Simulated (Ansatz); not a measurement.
## C: geometry relaxation (part 1 of 2)

System: C (slab, 4 atoms in the cell).
Method: DFT PBE+D3(BJ), scalar-relativistic, plane waves, PAW, no spin polarisation (Ansatz 0.2.0).

The structure derives from an entry of the Crystallography Open Database. The input holds or restrains some coordinates. Forces given for the steps count only the free coordinates. Figures and captions count atoms from 1; the log counts them from 0 in places.

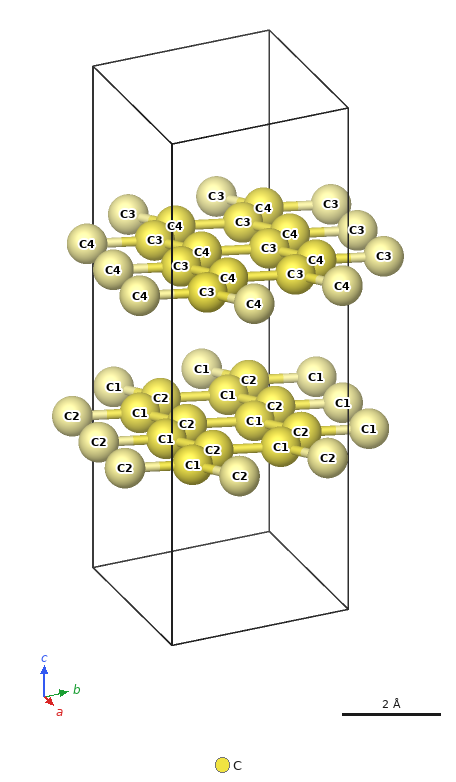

The input geometry (ball-and-stick view of the 3 × 2 repeat of the cell, with the vacuum cut short, seen slightly off an axis; neighbours outside the cell are drawn fainter; atoms are numbered from 1 in the order of the input). An atom can appear more than once, as a periodic image.

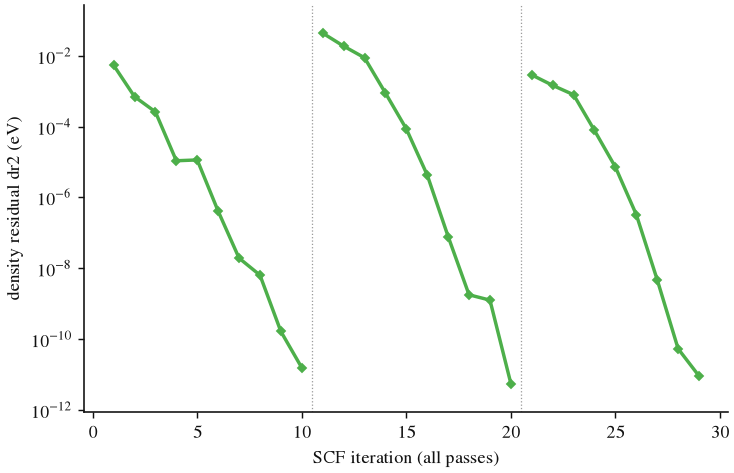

Convergence of the self-consistent field: density residual dr2 against the SCF iteration. The dotted lines part the SCF passes of the relaxation: geometry steps, rejected trials and re-solves on a re-selected basis. The passes take 10, 10 and 9 iterations.

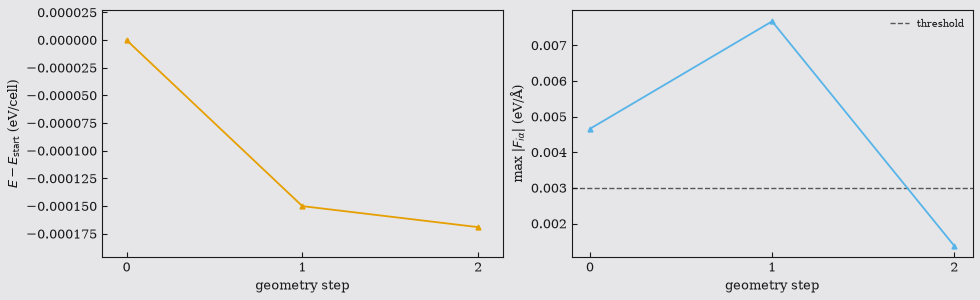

Progress of the restrained relaxation, step by step (the first geometry is step 0 here and step 1 in the log).

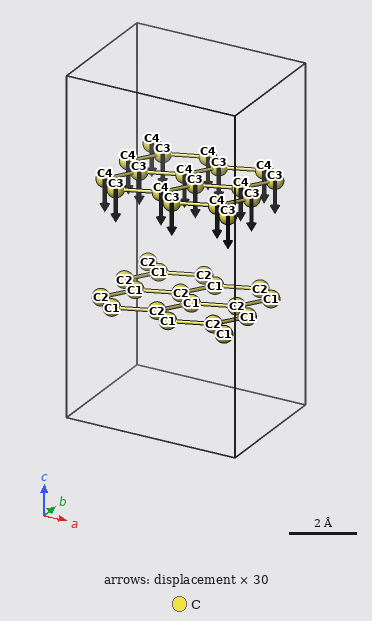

The starting structure with the displacements as black arrows, magnified 30 times (ball-and-stick view of the 3 × 3 repeat of the cell, with the vacuum cut short, seen slightly off an axis). The largest moves, 0.035 Å, are those of C3 and C4. The cell doesn't change. Over 2 geometry steps the energy falls by 0.2 meV per cell of the calculation. The largest force component goes from 0.0047 to 0.0014 eV/Å. (Atoms are counted from 1 in the order of the input.)

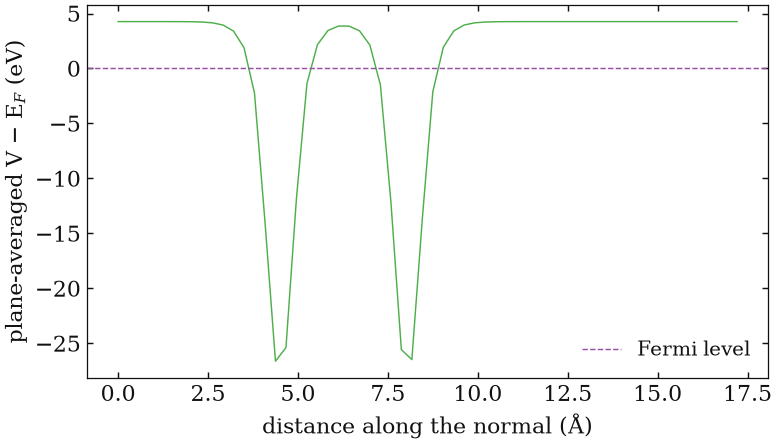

Plane average of the electrostatic potential energy of an electron across the cell, from the Fermi level. The vacuum level lies 4.26 eV above the Fermi level.

The input and output of the run follow.

**Input file**
```yaml
crystal:
  lattice:
    - [2.4656677093, 0.0, 0.0]
    - [-1.2328338546, 2.1353308736, 0.0]
    - [0.0, 0.0, 17.5000661151]
  atoms:
    - { symbol: C, position: [0.6666666667, 0.3333333333, 0.2571429674] }
    - { symbol: C, position: [0.3333333333, 0.6666666667, 0.2571428302] }
    - { symbol: C, position: [0.6666666667, 0.5, 0.4611971174] }
    - { symbol: C, position: [0.3333333333, 0.8333333333, 0.4611971843] }
basis:
  ecutwfc: 420
kpoints:
  mp_grid: { grid: [15, 15, 1] }
hamiltonian:
  xc: pbe
  dispersion: d3bj
scf:
  occupations: { method: gaussian, width: 0.1 }
output:
  forces: true
  eigenvalues: true
relax:
  adjacent_minimum: "off"
  f_tol: 0.003
  max_steps: 20
  constraints: [{ site: 1 }, { sites: [0, 2, 3], fix: xy }]
efield:
  axis: 3
  dipole_correction: true
  ramp_width: 0.04
```

Launched with:
```bash
ansatz run input.yaml --threads 4 --pin off --max-ram 12288MiB --backend cpu --events-out ev --progress --plain --runs-dir out
```

**Output**
```
Warning: the atoms were moved onto the symmetric positions of the space group found under crystal.symmetry.tolerance 1.0e-5 (fractional; no operation is sought that the atoms, as they stand in a round, miss by more than twice it, and no atom is moved by as much as it), and the run uses the moved positions. Before a round's move an operation carried an atom to 2.40e-6 Å from where it should land, the largest such distance. Atom 0 (counting from 0) moved farthest, by 1.20e-6 Å; the longest move in fractions of the cell, of whichever atom, is 6.9e-3 of the tolerance, in 1 round. To run the atoms as typed, lower crystal.symmetry.tolerance until the operations that they miss are no longer found, or set crystal.symmetry.detect: false (a key that needs symmetry detection or time reversal refuses this as the deck is read). The positions used, in the order of the run's atom list: position: [0.6666666667, 0.3333333333499999, 0.25714289879999996]; position: [0.3333333333, 0.66666666665, 0.25714289879999996]; position: [0.6666666667, 0.5, 0.46119715085]; position: [0.3333333333, 0.8333333333, 0.46119715085]; The lattice was moved too: crystal.lattice keeps the space group found at crystal.symmetry.tolerance 1.0e-5 only nearly: the operation that it misses by the most changes a squared length by the fraction 6.82e-11. The run uses the lattice that is a stretch of the typed one, with no rotation, onto the one that keeps every operation to a double's rounding (on a very oblique basis the stretch itself rounds by more); the deck's lattice vector that moved farthest moved by 4.20e-11 Å. To run the lattice as typed, set crystal.symmetry.detect: false, as for the atoms. crystal.lattice made exact, in Å and degrees: [[2.465667709336409, -2.1020778298278762e-11, 0.0], [-1.232833854636409, 2.135330873578979, 0.0], [0.0, 0.0, 17.5000661151]]. Pasted over the deck's crystal.lattice, beside positions in fractional coordinates, it runs the same cell (given as lengths and angles, that cell in the form's own orientation, a rigid turn of the misfit's size from the one run here, for which a checkpoint.post_process_only pass over this run's state can be refused: where this run relaxes nothing, give such a pass this deck's own crystal.lattice, as typed; behind a relaxation, as crystal.lattice, the state's own cell, identity.cell in its checkpoint.json), and a matrix so pasted ends this notice, except on a very skew basis of the lattice, where the rounding of the pasted numbers themselves can read as a misfit: the cell is then moved again, and that move is told again. The lattice as run is in this notice's lattice.as_run_ang field (Run.prep()["deck_notices"] in Python, the deck_notice line of an events file, deck_notices of ansatz run --dry-run=json, or deck_notices in record.json in the deck's checkpoint.write directory).
Warning: crystal.symmetry: narrowed to the stabiliser of the relax constraints — unitary ops 2 → 1; lowered at sites 0, 1 (the operations that carried what is held of a site onto what its image site leaves free; the constrained walk keeps no symmetry that its constraints do not admit)
Engine: ansatz 0.2.0, aarch64-unknown-linux-gnu
Pseudopotentials: kind: paw
Pseudopotential: C, paw, valence charge 4, recommended cutoff 420 eV (normal), C.paw.azcp
Functional definition: PBE
  parameter kappa = 0.804
  parameter beta = 0.06672455060314922
  exchange = pbe_x(kappa = kappa, mu = beta*pi^2/3)
  correlation = pbe_c(beta = beta)
Crystal: 4 atoms, lattice volume = 92.138 Å³
Basis set: ecut = 420 eV, 1745 PW (Γ), exchange–correlation on 36×36×240 points (8 copies of the dense FFT grid, shifted against one another)
Bands: 12, of which v1, the nominal top of the filled ones, is band 8 counted from 1 (7 counted from 0)
Symmetry: 1 space group operations
k-points: 113 of 225 (time reversal used)
Non-local potential: C, projectors of the file, l = 0: 2, l = 1: 2, l = 2: 1
PAW form: soft (Blöchl's): semilocal exchange-correlation on the pseudo side does not see the compensation charge
PAW one-centre angular grid: C, 110 points (default); XC on 64 Gauss nodes
Initial density: superposition of atomic densities (neutral atoms: chi_scale 0, normalization atom), corrected by the library's trained network
Initial wavefunctions: pseudopotential atomic-orbital guess
Functional: x = pbe(κ = 0.804, μ = 0.2195149727645171), c = pbe(β = 0.06672455060314922)
SCF iter   1: F=—  HF=-1004.209808 eV  |F-HF|=—  |Δ(HF+E_count)|=         —  Δρ=2.31e-3  dr2=5.46e-3  ethr=1.77e-3  p=0.000 e·Å  D=2.18e-6 V/Å  ΔV_dip=-0.00 eV  dr2_dipole=8.90e-10  V_vac-E_F(+/−)=4.41/4.41 eV  ⟨swp⟩=6.1  Hψ=8920  notcnv=0
efield: sawtooth ramp at fractional position 0.8392 (placed from the atoms, in the widest stretch of the axis that holds none; the zero of the levels goes with the place), width 0.0400; the density the first Hamiltonian is built on has a dipole p = 0.000 e·Å; the dipole correction subtracts the counter field D = 2.18e-6 V/Å, which shifts the + side's vacuum level by -0.00 eV against the − side's; the planar-averaged density in the ramp window peaks in size at 9.2e-5 e/Å³
preconditioner: auto → none  [insulator: Δε(μ)=0.403 eV  Ē_g=14.981 eV  σ=0.100 eV  W_gap=1.00  n_scr=10 (ndim 8)  ℏωp=15.5 eV  f_vac=0.586  D(μ)=0.00/eV (n_scr^D=0)  ε∞_Penn≈2.1]
SCF iter   2: F=—  HF=-1004.209301 eV  |F-HF|=—  |Δ(HF+E_count)|=   5.07e-4  Δρ=1.04e-3  dr2=7.07e-4  ethr=3.41e-5  p=0.000 e·Å  D=3.17e-5 V/Å  ΔV_dip=-0.00 eV  dr2_dipole=7.83e-9  V_vac-E_F(+/−)=4.28/4.28 eV  ⟨swp⟩=2.7  Hψ=3210  notcnv=0
SCF iter   3: F=—  HF=-1004.209475 eV  |F-HF|=—  |Δ(HF+E_count)|=   1.75e-4  Δρ=3.46e-4  dr2=2.62e-4  ethr=4.42e-6  p=-0.000 e·Å  D=-1.13e-4 V/Å  ΔV_dip=0.00 eV  dr2_dipole=1.54e-7  V_vac-E_F(+/−)=4.28/4.28 eV  ⟨swp⟩=2.0  Hψ=2409  notcnv=0
SCF iter   4: F=—  HF=-1004.209459 eV  |F-HF|=—  |Δ(HF+E_count)|=   1.61e-5  Δρ=1.71e-4  dr2=1.09e-5  ethr=1.64e-6  p=0.000 e·Å  D=1.41e-4 V/Å  ΔV_dip=-0.00 eV  dr2_dipole=1.84e-7  V_vac-E_F(+/−)=4.26/4.26 eV  ⟨swp⟩=2.1  Hψ=1847  notcnv=0
SCF iter   5: F=—  HF=-1004.209535 eV  |F-HF|=—  |Δ(HF+E_count)|=   7.53e-5  Δρ=4.60e-5  dr2=1.15e-5  ethr=6.84e-8  p=-0.000 e·Å  D=-6.81e-4 V/Å  ΔV_dip=0.01 eV  dr2_dipole=4.82e-6  V_vac-E_F(+/−)=4.27/4.26 eV  ⟨swp⟩=2.9  Hψ=2892  notcnv=0
SCF iter   6: F=—  HF=-1004.209539 eV  |F-HF|=—  |Δ(HF+E_count)|=   4.34e-6  Δρ=2.04e-5  dr2=4.11e-7  ethr=6.84e-8  p=0.000 e·Å  D=1.01e-4 V/Å  ΔV_dip=-0.00 eV  dr2_dipole=9.85e-8  V_vac-E_F(+/−)=4.26/4.26 eV  ⟨swp⟩=2.1  Hψ=1615  notcnv=0
iter 7 did not close the SCF: its close was put off until two iterations running show no level that it waits for move by more than its bar (scf_convergence_deferred on its scf_iter line)
SCF iter   7: F=-1004.209540 eV  HF=-1004.209540 eV  |F-HF|=6.69e-8  |Δ(HF+E_count)|=   1.19e-6  Δρ=6.35e-6  dr2=1.94e-8  ethr=1.41e-9  p=0.000 e·Å  D=1.35e-5 V/Å  ΔV_dip=-0.00 eV  dr2_dipole=2.03e-9  V_vac-E_F(+/−)=4.26/4.26 eV  ⟨swp⟩=10.0  Hψ=7587  notcnv=0
iter 8 did not close the SCF: its close was put off until two iterations running show no level that it waits for move by more than its bar (scf_convergence_deferred on its scf_iter line)
SCF iter   8: F=-1004.209540 eV  HF=-1004.209540 eV  |F-HF|=4.54e-9  |Δ(HF+E_count)|=   7.69e-8  Δρ=2.63e-6  dr2=6.40e-9  ethr=1.21e-10  p=-0.000 e·Å  D=-2.94e-6 V/Å  ΔV_dip=0.00 eV  dr2_dipole=2.84e-11  V_vac-E_F(+/−)=4.26/4.26 eV  ⟨swp⟩=3.2  Hψ=5979  notcnv=0
iter 9 did not close the SCF: its close was put off until two iterations running show no level that it waits for move by more than its bar (scf_convergence_deferred on its scf_iter line)
SCF iter   9: F=-1004.209540 eV  HF=-1004.209540 eV  |F-HF|=5.00e-11  |Δ(HF+E_count)|=   1.66e-9  Δρ=3.23e-7  dr2=1.64e-10  ethr=4.00e-11  p=-0.000 e·Å  D=-1.09e-6 V/Å  ΔV_dip=0.00 eV  dr2_dipole=1.86e-11  V_vac-E_F(+/−)=4.26/4.26 eV  ⟨swp⟩=1.5  Hψ=4832  notcnv=0
SCF iter  10: F=-1004.209540 eV  HF=-1004.209540 eV  |F-HF|=8.81e-11  |Δ(HF+E_count)|=  4.72e-11  Δρ=1.33e-7  dr2=1.55e-11  ethr=1.03e-12  p=-0.000 e·Å  D=-9.52e-8 V/Å  ΔV_dip=0.00 eV  dr2_dipole=1.08e-12  V_vac-E_F(+/−)=4.26/4.26 eV  ⟨swp⟩=1.0  Hψ=3909  notcnv=0
SCF 1 converged in 10 iterations: F = -1004.209540 eV  dr2 = 1.55e-11
  greatest PAW one-centre occupation: 0.672 electrons in one spin orbital (limit 2), on the C atom at site 3 (counted from 0), in its partial waves of l = 0
relax step   1: F+E_penalty+E_count = -1004.20954015 eV  Δ(F+E_penalty+E_count) = +0.000e0 eV  max|allowed force component| = 4.657e-3 eV/Å  Δτ_max = 0.0000 Å  (10 SCF iters, dr2 threshold 2.25e-7 eV, accepted)
Initial density: handed on by an earlier stage of this run
Initial wavefunctions: those handed on with the density
iter 1 solved again at ethr=2.75e-4 eV; its pass at ethr=3.10e-3 eV (dr2=4.40e-2 eV) is discarded
```
